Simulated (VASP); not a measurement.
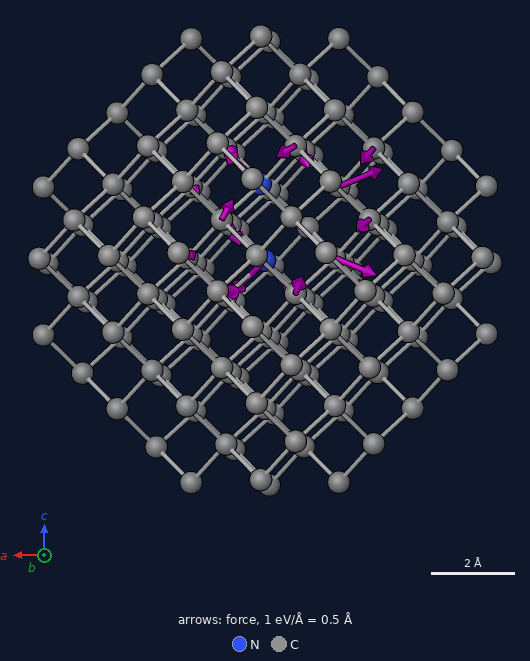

Starting geometry of a defect cell of composition C$_{213}$N$_{2}$ (cell charge −1) with the computed forces as purple arrows. Style: ball-and-stick. Shown: the atoms within 5.8 Å of the atom that moves most (axes of the cell of the calculation), from a free direction.

The run lets the atoms move in a fixed cell.

Theory: VASP 6.6.1, Kohn-Sham DFT of a periodic cell, PBE, VASP PAW PBE potentials, recommended.

The input:
```
PREC = Accurate ; ENCUT = 420
EDIFF = 1E-5 ; ISMEAR = 0
SIGMA = 0.01 ; LREAL = Auto
LASPH = T ; NELM = 100
ALGO = Fast ; ISIF = 2
LWAVE = F ; LCHARG = F
ISPIN = 2 ; MAGMOM = 0 0 0 0 0 0 0 0 0 0 0 0 0 0 0 0 0 0 0 0 0 0 0 0 0 0 0 0 0 0 0 0 0 0 0 0 0 0 0 0 0 0 0 0 0 0 0 0 0 0 0 0 0 0 0 0 0 0 0 0 0 0 0 0 0 0 0 0 0 0 0 0 0 0 0 0 0 0 0 0 0 0 0 0 0 0 0 0 0 0 0 0 0 0 0 0 0 0 0 0 0 0 0 0 0 0 0 0 0 0 0 0 0 0 0 0 0 0 0 0 0 0 0 0 0 0 0 0 0 0 0 0 0 0 0 0 0 0 0 0 0 0 0 0 0 0 0 0 0 0 0 0 0 0 0 0 0 0 0 0 0 0 0 0 0.5 0 0 0 0 0 0 0 0 0 0 0 0 0 0 0 0 0 0 0 0 0 0 0 0 0 0 0 0 0 0 0 0 0 0.5 0 0 0 0 0 0 0 0 0 0 0 0 0 0 0 0
LORBIT = 11 ; NUPDOWN = 1
GGA = PE ; IBRION = 2
NSW = 40 ; EDIFFG = -0.01
NELECT = 863 ; ISYM = 0
NCORE = 1 ; LUSENCCL = F
```

Command:
```bash
cat potpaw_PBE.64/N/POTCAR potpaw_PBE.64/C/POTCAR > POTCAR
mpirun -np 1 vasp_gam > vasp.out
```

Question: Is this structure relaxed? If not, where do the atoms go?

Answer: It isn't relaxed: the largest force vector, on N atoms, is 2.76 eV/Å. The atoms end up moving mostly along the starting forces (cosine between the two patterns 0.89). The largest moves, 0.14 Å, are those of N atoms. By element the largest moves are N 0.14 Å, C 0.09 Å. The cell doesn't change. Near-neighbour distances that change, for instance: C–N 1.547 → 1.471 Å, C–C 1.547 → 1.488 Å, C–C 1.547 → 1.571 Å. Bond angles that change, for instance: C–C–C 109.5° → 113.6°, C–N–C 109.5° → 113.1°, C–C–C 109.5° → 107.1°. The energy falls by 0.979 eV per cell of the calculation in 15 geometry steps. The largest force component goes from 2.1 to 0.008 eV/Å. It ran on 1 × NVIDIA H100 80GB with 1 thread of AMD EPYC 7R13 Processor (Zen 3) (shared host).

Limits of the set-up: the cell is charged, on a uniform background, and energies carry no finite-size correction.
